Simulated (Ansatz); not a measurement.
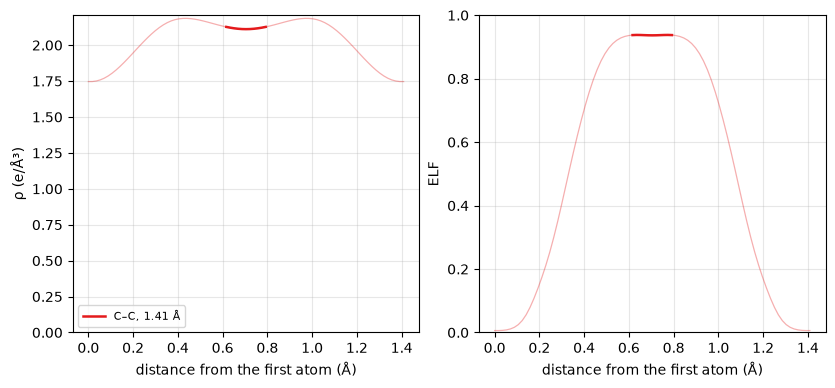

*C. Valence charge density (pseudo) and ELF along straight lines between neighbouring atoms. Thin, pale parts lie inside the atomic spheres.*

Space group C2/m; a structure from a database of computed crystals, not necessarily the ambient phase; computed pressure about 6 GPa in this cell.

Method: Kohn-Sham DFT of a periodic cell, r2SCAN, Ansatz PAW in Ansatz 0.2.0.

Core electrons are frozen (PAW), and the valence fields are smoothed inside the atomic spheres.

Q: What kind of bonding do the profiles show?

A: C–C (1.41 Å): ρ at the midpoint is about 2.1 e/Å³; the ELF peaks at about 0.95 between the atoms; a covalent bond.
